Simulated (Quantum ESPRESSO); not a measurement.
**Energy of WS$_{2}$ along an even scaling of the cell**

System: WS$_{2}$ (R3m, 3 atoms in the cell).
Method: Kohn-Sham DFT of a periodic cell, PBEsol, GBRV 1.5 PBEsol, no spin polarisation (Quantum ESPRESSO 7.5).

The 7 runs differ only in the geometry, by an even scaling of the cell at fixed fractional positions. The structure derives from an entry of the Crystallography Open Database.

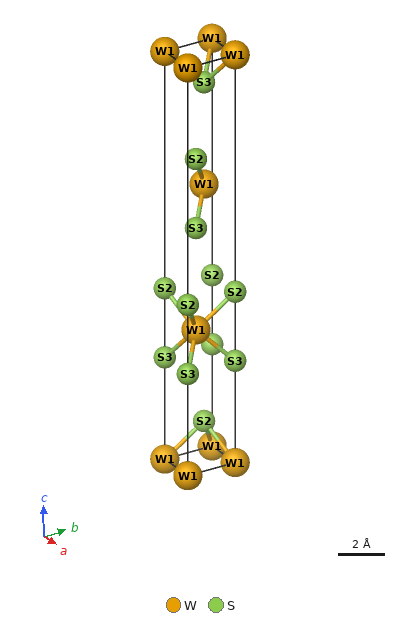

Figure 1. The structure of run 4 (ball-and-stick view of the cell 3 times as large as that of the calculation, set on its symmetry axes, seen slightly off an axis; atoms are numbered from 1 in the order of the input).

### Input of run 4
```
&CONTROL
  calculation = 'scf'
  prefix = 'pwscf'
  outdir = './tmp'
  pseudo_dir = './pseudo'
  tstress = .true.
  disk_io = 'nowf'
/
&SYSTEM
  ibrav = 0
  nat = 3
  ntyp = 2
  ecutwfc = 56
  ecutrho = 448
  nbnd = 20
  occupations = 'smearing'
  smearing = 'fd'
  degauss = 0.00367493
/
&ELECTRONS
  conv_thr = 6d-10
  electron_maxstep = 120
  mixing_beta = 0.5
/
ATOMIC_SPECIES
W    183.8400 w_pbesol_v1.2.uspp.F.UPF
S     32.0600 s_pbesol_v1.4.uspp.F.UPF
CELL_PARAMETERS angstrom
   1.5790000000    0.9116360751    6.1633333333
  -1.5790000000    0.9116360751    6.1633333333
   0.0000000000   -1.8232721501    6.1633333333
ATOMIC_POSITIONS crystal
W      0.0000000000    0.0000000000    0.0000000000
S      0.5810000000    0.5810000000    0.5810000000
S      0.7503000000    0.7503000000    0.7503000000
K_POINTS automatic
10 10 10 0 0 0
```

Command:
```bash
OMP_NUM_THREADS=1 mpirun -n 2 pw.x -nk 2 -in pw.in > pw.out
```

Run 6 differs from it as follows:
```diff
-   1.5790000000    0.9116360751    6.1633333333
-  -1.5790000000    0.9116360751    6.1633333333
-   0.0000000000   -1.8232721501    6.1633333333
+   1.5997786986    0.9236326623    6.2444391255
+  -1.5997786986    0.9236326623    6.2444391255
+   0.0000000000   -1.8472653246    6.2444391255
```

### Results, with one run withheld

```csv
run,volume per atom (Å³),"free energy per atom, from the lowest run given (meV)",pressure (GPa),gap on the mesh (eV)
1,16.679,34.74,11.50,0.94
2,17.034,14.22,7.09,0.97
3,17.389,2.95,3.13,1.00
4,17.744,0.00,−0.42,1.02
5,18.099,4.51,−3.61,1.04
6,18.454,?,?,?
7,18.809,32.92,−9.04,1.07
```

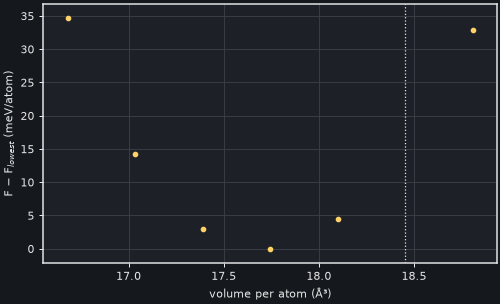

Figure 2. Free energy per atom of the runs given; the dotted line marks run 6.

What should run 6 give?

A cubic polynomial in V^(−2/3) (the Birch–Murnaghan form), fitted to the 6 runs given, misses them by under 0.01 meV per atom. With x = V^(−2/3) − 0.14778 Å⁻², it reads F = 0.23847 + 1067.7 x + 9.7605e+05 x² + 1.2804e+06 x³ (meV per atom). At run 6 it gives 15.71 meV per atom, and the run itself gives 15.71. The slope of the fit gives a pressure −dF/dV of −6.46 GPa there, and the run prints −6.47 GPa. The fit has its minimum at 17.701 Å³ per atom, where V d²F/dV² gives 170 GPa. Cell shape and fractional positions are held, so this is the stiffness under even scaling; the relaxed bulk modulus wasn't computed and can be far lower in a crystal of layers, chains or molecules like this one. The gap on the mesh goes, without turning, from 0.94 eV in run 1 to 1.07 eV in run 7; run 6 has 1.06 eV. These are gaps of this functional on this mesh, which can miss the band edges; they aren't the measured gap.

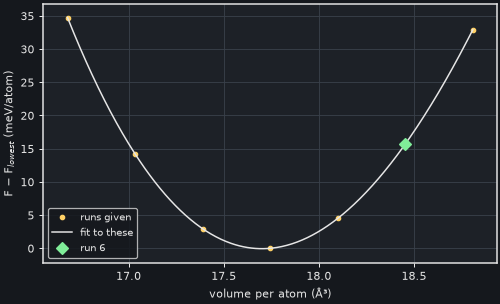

Figure 3. The fit and the withheld run.

### Some lines of the output (run 6)
```
[...]
     total energy              =    -207.24418847 Ry
     total energy              =    -207.25114040 Ry
     total energy              =    -207.25788325 Ry
     total energy              =    -207.26228324 Ry
     total energy              =    -207.26240855 Ry
     total energy              =    -207.26243050 Ry
     total energy              =    -207.26243928 Ry
     total energy              =    -207.26244056 Ry
     total energy              =    -207.26244060 Ry
     the Fermi energy is    11.4700 ev
!    total energy              =    -207.26244060 Ry
     The total energy is F=E-TS. E is the sum of the following terms:
     Computing stress (Cartesian axis) and pressure
          total   stress  (Ry/bohr**3)                   (kbar)     P=      -64.71
```

Notes on the run: negative rho. Spin–orbit coupling is left out, which matters for W.
